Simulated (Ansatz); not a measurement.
Run report: ZrO₂, single-point calculation (part 1 of 2)

System: ZrO₂ (P4₂/nmc, 48 atoms in the cell).
Method: DFT PBE, scalar-relativistic, plane waves, PAW, no spin polarisation (Ansatz 0.2.0).

The structure derives from a Materials Project entry. It belongs to a series of runs on one base structure; here: the perfect crystal in a cell of 48 atoms.

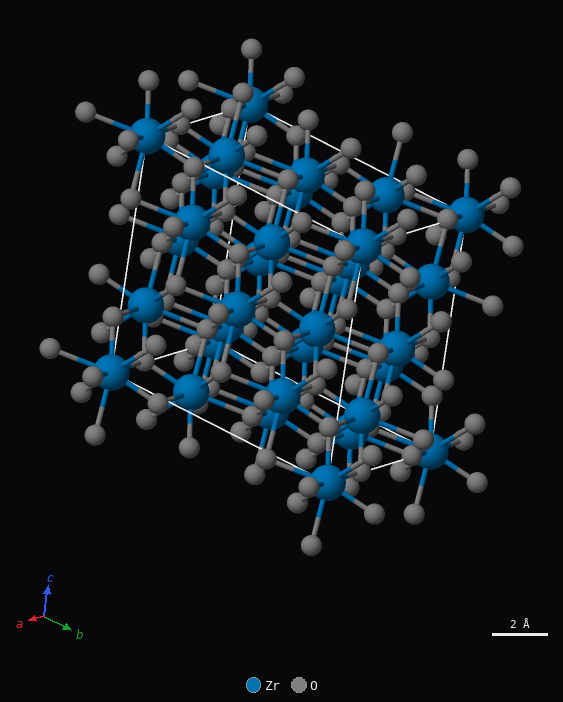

Fig. 1: The input geometry (ball-and-stick view of the cell of the calculation, seen slightly off an axis; bonded neighbours outside the cell are drawn too).

## Input
```yaml
crystal:
  lattice:
    - [7.2420009745, 0.0, 5.2824377893]
    - [0.0, -7.2420009745, -5.2824377893]
    - [0.0, 7.2420009745, -5.2824377893]
  atoms:
    - { symbol: Zr, position: [0.5, 0.5, 0.0] }
    - { symbol: Zr, position: [0.5, 0.25, 0.25] }
    - { symbol: Zr, position: [0.5, 0.75, 0.75] }
    - { symbol: Zr, position: [0.5, 0.0, 0.5] }
    - { symbol: Zr, position: [0.0, 0.25, 0.75] }
    - { symbol: Zr, position: [0.0, 0.5, 0.5] }
    - { symbol: Zr, position: [0.0, 0.0, 0.0] }
    - { symbol: Zr, position: [0.0, 0.75, 0.25] }
    - { symbol: Zr, position: [0.25, 0.5, 0.25] }
    - { symbol: Zr, position: [0.25, 0.25, 0.5] }
    - { symbol: Zr, position: [0.25, 0.75, 0.0] }
    - { symbol: Zr, position: [0.25, 0.0, 0.75] }
    - { symbol: Zr, position: [0.75, 0.25, 0.0] }
    - { symbol: Zr, position: [0.75, 0.5, 0.75] }
    - { symbol: Zr, position: [0.75, 0.0, 0.25] }
    - { symbol: Zr, position: [0.75, 0.75, 0.5] }
    - { symbol: O, position: [0.0, 0.471405309, 0.221405309] }
    - { symbol: O, position: [0.0, 0.221405309, 0.471405309] }
    - { symbol: O, position: [0.0, 0.721405309, 0.971405309] }
    - { symbol: O, position: [0.0, 0.971405309, 0.721405309] }
    - { symbol: O, position: [0.5, 0.221405309, 0.971405309] }
    - { symbol: O, position: [0.5, 0.471405309, 0.721405309] }
    - { symbol: O, position: [0.5, 0.971405309, 0.221405309] }
    - { symbol: O, position: [0.5, 0.721405309, 0.471405309] }
    - { symbol: O, position: [0.0, 0.221405309, 0.971405309] }
    - { symbol: O, position: [0.0, 0.971405309, 0.221405309] }
    - { symbol: O, position: [0.0, 0.471405309, 0.721405309] }
    - { symbol: O, position: [0.0, 0.721405309, 0.471405309] }
    - { symbol: O, position: [0.5, 0.971405309, 0.721405309] }
    - { symbol: O, position: [0.5, 0.221405309, 0.471405309] }
    - { symbol: O, position: [0.5, 0.721405309, 0.971405309] }
    - { symbol: O, position: [0.5, 0.471405309, 0.221405309] }
    - { symbol: O, position: [0.25, 0.528594691, 0.028594691] }
    - { symbol: O, position: [0.25, 0.278594691, 0.278594691] }
    - { symbol: O, position: [0.25, 0.778594691, 0.778594691] }
    - { symbol: O, position: [0.25, 0.028594691, 0.528594691] }
    - { symbol: O, position: [0.75, 0.278594691, 0.778594691] }
    - { symbol: O, position: [0.75, 0.528594691, 0.528594691] }
    - { symbol: O, position: [0.75, 0.028594691, 0.028594691] }
    - { symbol: O, position: [0.75, 0.778594691, 0.278594691] }
    - { symbol: O, position: [0.25, 0.528594691, 0.528594691] }
    - { symbol: O, position: [0.25, 0.278594691, 0.778594691] }
    - { symbol: O, position: [0.25, 0.778594691, 0.278594691] }
    - { symbol: O, position: [0.25, 0.028594691, 0.028594691] }
    - { symbol: O, position: [0.75, 0.278594691, 0.278594691] }
    - { symbol: O, position: [0.75, 0.528594691, 0.028594691] }
    - { symbol: O, position: [0.75, 0.028594691, 0.528594691] }
    - { symbol: O, position: [0.75, 0.778594691, 0.778594691] }
basis:
  ecutwfc: 420
  xc_grid: 2
kpoints:
  mp_grid: { grid: [2, 2, 2], shift: [0.5, 0.5, 0.5] }
hamiltonian:
  xc: pbe
scf:
  occupations: { method: gaussian, width: 0.01 }
output:
  forces: true
  stress: true
  eigenvalues: true
  write_density: true
  write_potential: true
  elf: true
  volumetric_format: npy
```

Run as:
```bash
ansatz run input.yaml --threads 4 --pin off --max-ram 6144MiB --backend cpu --events-out ev --progress --plain --runs-dir out
```

## Log
```
Engine: ansatz 0.2.0, x86_64-unknown-linux-gnu
Pseudopotentials: kind: paw
Pseudopotential: Zr, paw, valence charge 12, recommended cutoff 420 eV (normal), Zr.paw.azcp
Pseudopotential: O, paw, valence charge 6, recommended cutoff 420 eV (normal), O.paw.azcp
Functional definition: PBE
  parameter kappa = 0.804
  parameter beta = 0.06672455060314922
  exchange = pbe_x(kappa = kappa, mu = beta*pi^2/3)
  correlation = pbe_c(beta = beta)
Crystal: 48 atoms, lattice volume = 554.092 Å³
Basis set: ecut = 420 eV, 10793 PW (Γ), exchange–correlation on 120×120×120 points (8 copies of the dense FFT grid, shifted against one another)
Bands: 240, of which v1, the nominal top of the filled ones, is band 192 counted from 1 (191 counted from 0)
Symmetry: 128 space group operations
Space group: P42/nmc (ITA 137), of the structure as read, at distance tolerance 8.2e-5 Å
k-points: 3 of 8
Non-local potential: Zr, projectors of the file, l = 0: 3, l = 1: 2, l = 2: 2, l = 3: 2
Non-local potential: O, projectors of the file, l = 0: 2, l = 1: 2, l = 2: 1
PAW form: soft (Blöchl's): semilocal exchange-correlation on the pseudo side does not see the compensation charge
PAW one-centre angular grid: Zr, 590 points (default); XC on 64 Gauss nodes
PAW one-centre angular grid: O, 110 points (default); XC on 64 Gauss nodes
Initial density: superposition of atomic densities (neutral atoms: chi_scale 0, normalization atom), corrected by the library's trained network
Initial wavefunctions: pseudopotential atomic-orbital guess
Functional: x = pbe(κ = 0.804, μ = 0.2195149727645171), c = pbe(β = 0.06672455060314922)
SCF iter   1: F=—  HF=-85182.780745 eV  |F-HF|=—  |Δ(HF+E_count)|=         —  Δρ=3.10e-3  dr2=1.21e-2  ethr=1.77e-3  ⟨swp⟩=5.0  Hψ=2694  notcnv=0  defer=43
preconditioner: auto → Resta (q_TF=auto, 2.567 Å⁻¹)  ε∞=4.2  [insulator: Δε(μ)=4.223 eV  Ē_g=16.618 eV  σ=0.010 eV  W_gap=1.00  n_scr=156 (ndim 8)  ℏωp=29.6 eV  f_vac=0.018  D(μ)=0.00/eV (n_scr^D=0)  ε∞_Penn≈4.2]
SCF iter   2: F=—  HF=-85182.779138 eV  |F-HF|=—  |Δ(HF+E_count)|=   1.61e-3  Δρ=1.61e-3  dr2=3.44e-3  ethr=3.16e-6  ⟨swp⟩=2.3  Hψ=1440  notcnv=0  defer=109
SCF iter   3: F=—  HF=-85182.781410 eV  |F-HF|=—  |Δ(HF+E_count)|=   2.27e-3  Δρ=2.80e-4  dr2=2.77e-4  ethr=8.96e-7  ⟨swp⟩=2.0  Hψ=1030  notcnv=0  defer=109
SCF iter   4: F=—  HF=-85182.781428 eV  |F-HF|=—  |Δ(HF+E_count)|=   1.88e-5  Δρ=8.92e-5  dr2=3.06e-5  ethr=7.22e-8  ⟨swp⟩=2.0  Hψ=995  notcnv=0  defer=109
SCF iter   5: F=—  HF=-85182.779513 eV  |F-HF|=—  |Δ(HF+E_count)|=   1.92e-3  Δρ=2.23e-5  dr2=2.13e-6  ethr=7.97e-9  ⟨swp⟩=2.0  Hψ=995  notcnv=0  defer=109
SCF iter   6: F=—  HF=-85182.779515 eV  |F-HF|=—  |Δ(HF+E_count)|=   2.39e-6  Δρ=7.88e-6  dr2=2.49e-7  ethr=5.54e-10  ⟨swp⟩=2.0  Hψ=897  notcnv=0  defer=109
SCF iter   7: F=-85182.779515 eV  HF=-85182.779515 eV  |F-HF|=1.07e-8  |Δ(HF+E_count)|=   2.95e-7  Δρ=1.03e-6  dr2=7.31e-9  ethr=2.60e-11  ⟨swp⟩=14.3  Hψ=4678  notcnv=0
SCF 1 converged in 7 iterations: F = -85182.779515 eV  dr2 = 7.31e-9
  greatest PAW one-centre occupation: 0.995 electrons in one spin orbital (limit 2), on the Zr atom at site 15 (counted from 0), in its partial waves of l = 0
SCF converged after 7 iterations
Free energy (F): -85182.779515 eV
Harris-Foulkes:  -85182.779515 eV  (|F-HF|=1.07e-8)
Internal energy: -85182.779515 eV  (E = F + TS)
E sigma→0 (E₀):  -85182.779515 eV
Fermi energy:    12.799299 eV
--- Per-component energies (eV) ---
  E_band       = -1301.909085
  E_kinetic    = 10978.877350
  E_local      = -19135.865049  (includes V_loc(G=0)·N_el)
  E_nonlocal   = 2744.168255
  E_hartree    = 6312.193237
  E_xc         = -4983.491754
  E_vxc        = -6114.326769  (∫ρ·V_xc dr)
  E_paw        = -52301.345189  (= ΣΔE_a)
  E_vpaw       = -2399.234917  (= ΣTr[D̂ρ^β])
  E_aug_tail   = 0.080322  (compensation charges beyond the density's cutoff)
  E_ewald      = -28797.396687
  E_smearing   = -0.000000  (= −TS)
  E_closure    = -0.000000  (closes the sum)
  Σ components = -85182.779515   (vs F -85182.779515, Δ=0.00e0)
--- Forces (eV/Å), atoms counted from 1 ---
  atom   1  Zr    -0.00000000    -0.00000000    -0.00000000
  atom   2  Zr    -0.00000000     0.00000000    -0.00000000
  atom   3  Zr    -0.00000000     0.00000000    -0.00000000
  atom   4  Zr    -0.00000000     0.00000000     0.00000000
  atom   5  Zr    -0.00000000     0.00000000    -0.00000000
  atom   6  Zr    -0.00000000    -0.00000000     0.00000000
  atom   7  Zr    -0.00000000     0.00000000    -0.00000000
  atom   8  Zr    -0.00000000     0.00000000    -0.00000000
  atom   9  Zr    -0.00000000    -0.00000000     0.00000000
  atom  10  Zr    -0.00000000    -0.00000000     0.00000000
  atom  11  Zr    -0.00000000     0.00000000    -0.00000000
  atom  12  Zr    -0.00000000    -0.00000000    -0.00000000
  atom  13  Zr    -0.00000000     0.00000000    -0.00000000
  atom  14  Zr    -0.00000000    -0.00000000     0.00000000
  atom  15  Zr    -0.00000000    -0.00000000    -0.00000000
  atom  16  Zr    -0.00000000     0.00000000     0.00000000
  atom  17  O     -0.00000000    -0.00000000     0.00069217
  atom  18  O     -0.00000000     0.00000000     0.00069217
  atom  19  O     -0.00000000    -0.00000000     0.00069217
  atom  20  O     -0.00000000     0.00000000     0.00069217
  atom  21  O      0.00000000     0.00000000     0.00069217
  atom  22  O      0.00000000    -0.00000000     0.00069217
  atom  23  O     -0.00000000    -0.00000000     0.00069217
  atom  24  O     -0.00000000     0.00000000     0.00069217
  atom  25  O     -0.00000000     0.00000000     0.00069217
  atom  26  O     -0.00000000     0.00000000     0.00069217
  atom  27  O     -0.00000000     0.00000000     0.00069217
  atom  28  O     -0.00000000     0.00000000     0.00069217
  atom  29  O     -0.00000000     0.00000000     0.00069217
  atom  30  O     -0.00000000    -0.00000000     0.00069217
  atom  31  O      0.00000000     0.00000000     0.00069217
  atom  32  O     -0.00000000     0.00000000     0.00069217
  atom  33  O      0.00000000     0.00000000    -0.00069217
  atom  34  O      0.00000000     0.00000000    -0.00069217
  atom  35  O      0.00000000     0.00000000    -0.00069217
  atom  36  O      0.00000000     0.00000000    -0.00069217
  atom  37  O      0.00000000     0.00000000    -0.00069217
  atom  38  O     -0.00000000     0.00000000    -0.00069217
  atom  39  O      0.00000000    -0.00000000    -0.00069217
  atom  40  O     -0.00000000     0.00000000    -0.00069217
  atom  41  O      0.00000000     0.00000000    -0.00069217
  atom  42  O     -0.00000000    -0.00000000    -0.00069217
  atom  43  O     -0.00000000    -0.00000000    -0.00069217
  atom  44  O     -0.00000000    -0.00000000    -0.00069217
  atom  45  O      0.00000000    -0.00000000    -0.00069217
  atom  46  O      0.00000000     0.00000000    -0.00069217
  atom  47  O     -0.00000000     0.00000000    -0.00069217
  atom  48  O      0.00000000    -0.00000000    -0.00069217
  max |Σ_I F_I| component: 3.25e-19 eV/Å
--- Stress (GPa, compression-positive) ---
       -0.000008      -0.000000      -0.000000
       -0.000000      -0.000008       0.000000
        0.000000       0.000000       0.019664
  P = ⅓ Tr σ = 0.0065 GPa (0.065 kbar)
--- Band table (eV) ---
```
